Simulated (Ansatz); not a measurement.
```
Pd
1.0
     5.57519    0.00000    0.00000
    -2.78759    4.82826    0.00000
     0.00000    0.00000   24.88282
Pd
12
Cartesian
  1.3938 0.8047 8.0001
  0.0000 3.2189 8.0001
  4.1814 0.8047 8.0001
  2.7876 3.2189 8.0001
  2.7565 1.6253 10.3321
  1.3746 4.0309 10.2607
  -0.0184 1.6200 10.2604
  -1.4026 4.0275 10.2881
  4.1099 2.4136 12.5897
  5.5474 0.0145 12.4904
  1.3143 2.4584 12.6591
  2.7515 0.0594 12.5907
```

Method: DFT PBE, scalar-relativistic, plane waves, PAW in Ansatz 0.2.0.

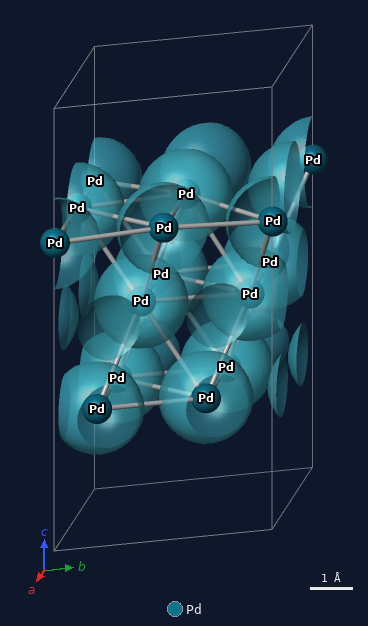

Pd (slab). Isosurface of the valence pseudo-density at 0.4 e/Å³ (cyan), seen slightly off an axis. Sticks mark near contacts.

Core electrons are frozen (PAW), and the valence fields are smoothed inside the atomic spheres.

> What does this surface tell about the bonding?

At this value the density breaks into separate islands; it holds about 85 % of the electrons treated as valence (semicore included). It bridges none of the near contacts. It is pinched off along the sampled Pd–Pd (2.72 Å), Pd–Pd (2.77 Å), Pd–Pd (2.81 Å) and Pd–Pd (2.85 Å) contacts. On the grid the lowest density along these lines, outside the cores, is 0.31 e/Å³ (Pd–Pd, 2.72 Å), 0.29 e/Å³ (Pd–Pd, 2.77 Å), 0.27 e/Å³ (Pd–Pd, 2.81 Å) and 0.25 e/Å³ (Pd–Pd, 2.85 Å).
